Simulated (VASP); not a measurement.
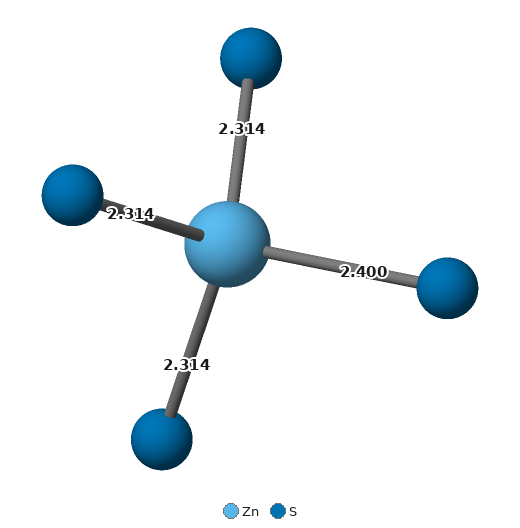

The surroundings of site Zn1 (at 0.667, 0.333, 0.500) in ZnS in space group P6_3mc, with bond lengths in Å.

Origin of the cell: an entry of the Crystallography Open Database, as set up for an electronic-structure calculation.

```xyz
4
Lattice="3.8110 0.0000 0.0000 -1.9055 3.3004 0.0000 0.0000 0.0000 6.2340" Properties=species:S:1:pos:R:3 pbc="T T T"
Zn    1.9055    1.1001    3.1170
Zn    0.0000    2.2003    0.0000
S     1.9055    1.1001    5.5171
S     0.0000    2.2003    2.4001
```

Bond valence s = exp((R0 − d)/b), R0 fitted to published crystal structures with b = 0.37 Å; R0 in Å: Zn2+–S 2.088.

Calculate the bond-valence sum of Zn1 from the bonds drawn.

3 × 0.543 + 1 × 0.430 = 2.06 v.u., against a formal valence of 2: a close match.

And over the whole structure?

| site | x, y, z | formal valence | bond-valence sum | difference |
| --- | --- | --- | --- | --- |
| Zn1 | 0.667, 0.333, 0.500 | +2 | 2.08 | 0.08 |
| S1 | 0.667, 0.333, 0.885 | −2 | 2.08 | 0.08 |

These sums include all anions within 5 Å. The global instability index (root mean square of the differences over all atoms) is 0.08 v.u.: little strain. The cell was not relaxed for this table, and a volume that is off by a few per cent shifts all sums together.
